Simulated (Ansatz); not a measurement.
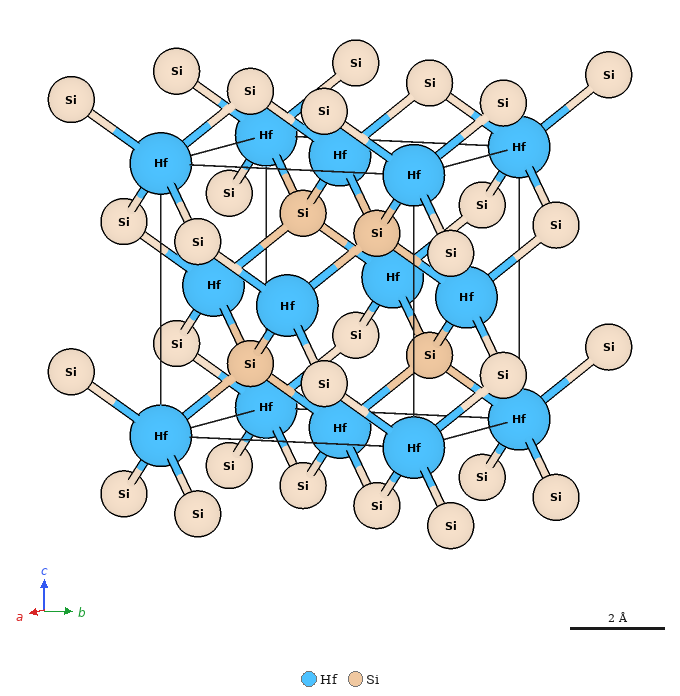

Figure 1. The input geometry (ball-and-stick view of the cell 4 times as large as that of the calculation, set on its symmetry axes, seen slightly off an axis; neighbours outside the cell are drawn fainter). An atom can appear more than once, as a periodic image.

# Single-point calculation, with input and output: HfSi

HfSi (F-43m, 2 atoms in the cell), computed with DFT LDA, scalar-relativistic, plane waves, PAW, no spin polarisation (Ansatz 0.2.0).

### The program's output
```
Engine: ansatz 0.2.0, x86_64-unknown-linux-gnu
Pseudopotentials: kind: paw
Pseudopotential: Hf, paw, valence charge 26, recommended cutoff 420 eV (normal), Hf.paw.azcp
Pseudopotential: Si, paw, valence charge 4, recommended cutoff 420 eV (normal), Si.paw.azcp
Functional definition: SPW92
  exchange = slater_x
  correlation = pw_c
Crystal: 2 atoms, lattice volume = 50.913 Å³
Basis set: ecut = 420 eV, 965 PW (Γ)
Bands: 19, of which v1, the nominal top of the filled ones, is band 15 counted from 1 (14 counted from 0)
Symmetry: 24 space group operations
Space group: F-43m (ITA 216), of the structure as read, at distance tolerance 3.7e-5 Å
k-points: 16 of 216 (time reversal used)
Non-local potential: Hf, projectors of the file, l = 0: 3, l = 1: 2, l = 2: 2, l = 3: 3
Non-local potential: Si, projectors of the file, l = 0: 2, l = 1: 2, l = 2: 2
PAW form: soft (Blöchl's): semilocal exchange-correlation on the pseudo side does not see the compensation charge
PAW frozen core: Hf, regenerated for the run's functional, and the local potential with it (the file was generated under x = pbe(κ = 0.804, μ = 0.2195149727645171), c = pbe(β = 0.06672455060314922))
PAW frozen core: Si, regenerated for the run's functional, and the local potential with it (the file was generated under x = pbe(κ = 0.804, μ = 0.2195149727645171), c = pbe(β = 0.06672455060314922))
PAW one-centre angular grid: Hf, 590 points (default); XC on 64 Gauss nodes
PAW one-centre angular grid: Si, 110 points (default); XC on 64 Gauss nodes
Initial density: superposition of atomic densities (neutral atoms: chi_scale 0, normalization atom), corrected by the library's trained network
Initial wavefunctions: pseudopotential atomic-orbital guess
Functional: x = slater, c = lda
SCF iter   1: F=—  HF=-16084.269085 eV  |F-HF|=—  |Δ(HF+E_count)|=         —  Δρ=5.05e-3  dr2=1.44e-2  ethr=1.77e-3  ⟨swp⟩=5.2  Hψ=1354  notcnv=0
preconditioner: auto → none  [insulator: Δε(μ)=0.134 eV  Ē_g=11.329 eV  σ=0.050 eV  W_gap=0.73  n_scr=14 (ndim 8)  ℏωp=24.4 eV  f_vac=0.002  D(μ)=1.00/eV (n_scr^D=8)  ε∞_Penn≈5.6]
SCF iter   2: F=—  HF=-16084.266337 eV  |F-HF|=—  |Δ(HF+E_count)|=   2.75e-3  Δρ=2.68e-3  dr2=2.88e-3  ethr=4.81e-5  ⟨swp⟩=2.8  Hψ=647  notcnv=0
SCF iter   3: F=—  HF=-16084.265915 eV  |F-HF|=—  |Δ(HF+E_count)|=   4.22e-4  Δρ=6.54e-4  dr2=2.22e-4  ethr=9.59e-6  ⟨swp⟩=2.0  Hψ=477  notcnv=0
SCF iter   4: F=—  HF=-16084.265690 eV  |F-HF|=—  |Δ(HF+E_count)|=   2.26e-4  Δρ=1.39e-4  dr2=6.42e-6  ethr=7.40e-7  ⟨swp⟩=2.0  Hψ=530  notcnv=0
SCF iter   5: F=—  HF=-16084.265695 eV  |F-HF|=—  |Δ(HF+E_count)|=   4.84e-6  Δρ=2.28e-5  dr2=1.29e-7  ethr=2.14e-8  ⟨swp⟩=2.0  Hψ=515  notcnv=0
SCF iter   6: F=-16084.265695 eV  HF=-16084.265695 eV  |F-HF|=3.95e-9  |Δ(HF+E_count)|=   8.33e-9  Δρ=5.36e-6  dr2=4.63e-9  ethr=3.33e-10  ⟨swp⟩=5.4  Hψ=1455  notcnv=0
SCF 1 converged in 6 iterations: F = -16084.265695 eV  dr2 = 4.63e-9
  greatest PAW one-centre occupation: 0.998 electrons in one spin orbital (limit 2), on the Hf atom at site 0 (counted from 0), in its partial waves of l = 3
SCF converged after 6 iterations
Free energy (F): -16084.265695 eV
Harris-Foulkes:  -16084.265695 eV  (|F-HF|=3.95e-9)
Internal energy: -16084.264472 eV  (E = F + TS)
E sigma→0 (E₀):  -16084.265084 eV
Entropy (-TS):   -0.001222 eV (-0.611 meV/atom)
Fermi energy:    9.786062 eV
--- Per-component energies (eV) ---
  E_band       = -206.876749
  E_kinetic    = 463.677538
  E_local      = -6906.950774  (includes V_loc(G=0)·N_el)
  E_nonlocal   = -1204.108193
  E_hartree    = 3169.904961
  E_xc         = -351.028659
  E_vxc        = -311.841401  (∫ρ·V_xc dr)
  E_paw        = -7171.550164  (= ΣΔE_a)
  E_vpaw       = 1412.537529  (= ΣTr[D̂ρ^β])
  E_aug_tail   = 0.000005  (compensation charges beyond the density's cutoff)
  E_ewald      = -4086.750760
  E_core_change = 2.541573  (= ΣΔE_core)
  E_smearing   = -0.001222  (= −TS)
  E_closure    = 0.000000  (closes the sum)
  Σ components = -16084.265695   (vs F -16084.265695, Δ=0.00e0)
--- Forces (eV/Å), atoms counted from 1 ---
  atom   1  Hf     0.00000000    -0.00000000    -0.00000000
  atom   2  Si     0.00000000    -0.00000000     0.00000000
  max |Σ_I F_I| component: 4.07e-16 eV/Å
--- Stress (GPa, compression-positive) ---
        1.457548      -0.000000      -0.000000
        0.000000       1.457548       0.000000
       -0.000000       0.000000       1.457548
  P = ⅓ Tr σ = 1.4575 GPa (14.575 kbar)
--- Band table (eV; the first three rows and the last of 16) ---
  k-point 0: bands = ["-52.2531", "-20.9049", "-20.9049", "-20.9049", "-2.2850", "-2.2850", "-2.2850", "-2.2849", "-2.2645", "-2.2645", "-2.2645", "1.2925", "8.3438", "8.3438", "8.3438", "11.3892", "11.3892", "14.1262", "16.8422"]
  k-point 1: bands = ["-52.2528", "-20.9181", "-20.9069", "-20.9069", "-2.2871", "-2.2840", "-2.2840", "-2.2791", "-2.2665", "-2.2665", "-2.2644", "1.6193", "7.8843", "8.4849", "8.4849", "11.2747", "11.2747", "14.8513", "15.4980"]
  k-point 2: bands = ["-52.2523", "-20.9444", "-20.9110", "-20.9110", "-2.2882", "-2.2822", "-2.2822", "-2.2710", "-2.2702", "-2.2702", "-2.2643", "2.3966", "7.1701", "8.6742", "8.6742", "11.4749", "11.4749", "12.7916", "15.6270"]
  k-point 15: bands = ["-52.2516", "-20.9495", "-20.9317", "-20.9247", "-2.2852", "-2.2811", "-2.2810", "-2.2725", "-2.2715", "-2.2712", "-2.2633", "3.5412", "6.9000", "8.4104", "9.5015", "9.9266", "11.5415", "12.2388", "13.1803"]
```

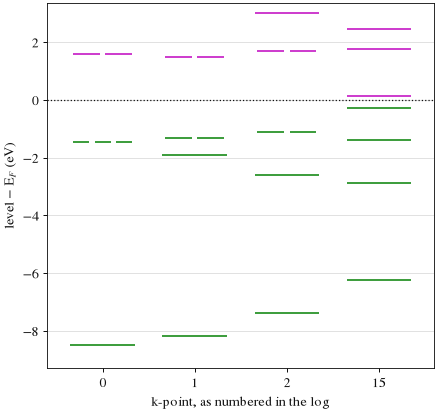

Figure 2. Kohn–Sham levels near the Fermi level (dotted) at the few k-points that the log prints; levels within 0.02 eV of each other stand side by side. The system is metallic on the full mesh.

The run was set up as follows.

### The input
```yaml
crystal:
  lattice:
    - [0.0, 2.9417018007, 2.9417018007]
    - [2.9417018007, 0.0, 2.9417018007]
    - [2.9417018007, 2.9417018007, 0.0]
  atoms:
    - { symbol: Hf, position: [0.0, 0.0, 0.0] }
    - { symbol: Si, position: [0.25, 0.25, 0.25] }
basis:
  ecutwfc: 420
kpoints:
  mp_grid: { grid: [6, 6, 6] }
hamiltonian:
  xc: lda
scf:
  occupations: { method: gaussian, width: 0.05 }
output:
  forces: true
  stress: true
  eigenvalues: true
```

Launch command:
```bash
ansatz run input.yaml --threads 1 --pin off --max-ram 1228MiB --backend cpu --events-out ev --progress --plain --runs-dir out
```

### Summary

| quantity | value |
| --- | --- |
| outcome | converged |
| space group (tolerance 0.01 Å) | F-43m (216) |
| electrons treated | 30 |
| free energy | −16084.2657 eV |
| Fermi energy | 9.786 eV |
| gap on the k-point mesh | none (metallic) |
| pressure | 1.46 GPa |
| largest force (length of the vector) | under 0.001 eV/Å |
| hardware | 1 thread of Intel Xeon (Emerald Rapids), 144 GiB of memory available, shared host |
| wall time | 1.2 s |
| peak memory | 0.35 GiB |

### Notes

Spin–orbit coupling is left out, which matters for Hf.
